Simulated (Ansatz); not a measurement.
The Ansatz input:

```
crystal:
  lattice:
    - [3.7697979072, 0.0, 0.0]
    - [-1.6634819977, 4.0057209719, 0.0]
    - [0.0, 0.0, 23.2604866792]
  atoms:
    - { symbol: B, position: [0.0011289153, 0.5003763051, 0.3654265759] }
    - { symbol: "N", position: [0.0015720847, 0.1671906949, 0.3654265759] }
    - { symbol: B, position: [0.0011289153, 0.0003763051, 0.4192559455] }
    - { symbol: "N", position: [0.0015720847, 0.6671906949, 0.4192559455] }
    - { symbol: B, position: [0.0011289153, 0.5003763051, 0.4730853152] }
    - { symbol: "N", position: [0.0015720847, 0.1671906949, 0.4730853152] }
    - { symbol: B, position: [0.0011289153, 0.0003763051, 0.5269146848] }
    - { symbol: "N", position: [0.0015720847, 0.6671906949, 0.5269146848] }
    - { symbol: B, position: [0.0011289153, 0.5003763051, 0.5807440545] }
    - { symbol: "N", position: [0.0015720847, 0.1671906949, 0.5807440545] }
    - { symbol: B, position: [0.0011289153, 0.0003763051, 0.6345734241] }
    - { symbol: "N", position: [0.0015720847, 0.6671906949, 0.6345734241] }
basis:
  ecutwfc: 420
kpoints:
  mp_grid: { grid: [8, 7, 1] }
hamiltonian:
  xc: pbesol
scf:
  occupations: { method: gaussian, width: 0.05 }
output:
  forces: true
  eigenvalues: true
  write_density: true
  write_potential: true
  elf: true
  volumetric_format: npy
relax:
  adjacent_minimum: "off"
  f_tol: 0.03
  max_steps: 70
  constraints: [{ sites: [0, 1, 2, 3, 4, 5] }]
efield:
  axis: 3
  dipole_correction: true
  ramp_width: 0.04
```

Run as:
```bash
ansatz run input.yaml --threads 1 --pin off --max-ram 2560MiB --backend cpu --events-out ev --progress --plain --runs-dir out
```

What does the potential across the slab give for the band edges against vacuum?

From the vacuum level at the right face the ionisation potential is 7.09 eV and the electron affinity 5.90 eV; at the left face they are 6.15 and 4.97 eV. The slab's gap, their difference before rounding, is 1.18 eV. The vacuum level is 0.93 eV higher at the right than at the left, so the slab carries a dipole along its normal; the ramp in the vacuum, at or near the edge of the plot, is the dipole correction that keeps each side flat. Some atoms were held fixed in the relaxation, which can itself make the faces differ. The outermost atoms are 6.3 Å apart, which leaves 16.9 Å of vacuum in a cell 23.3 Å high.

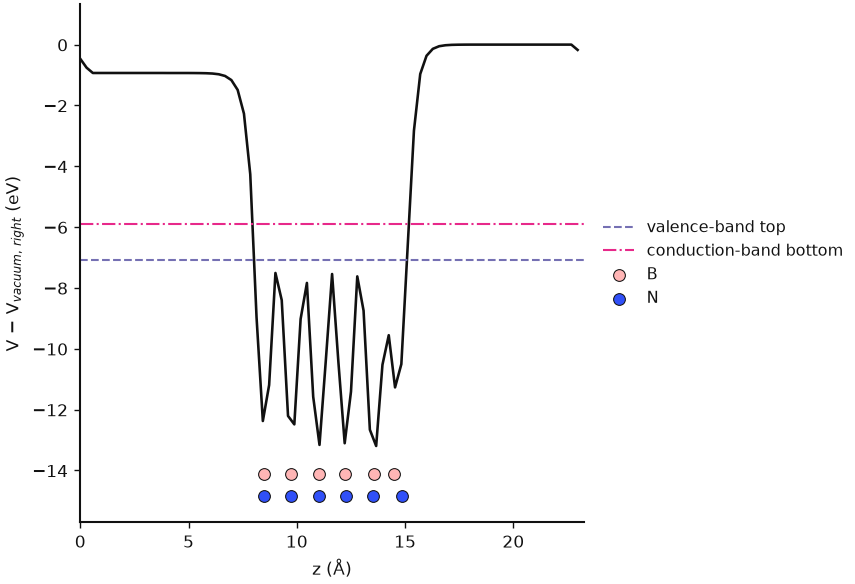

Plane-averaged electrostatic potential energy of an electron across the slab; circles at the bottom mark the heights of the atoms (positions after relaxation).
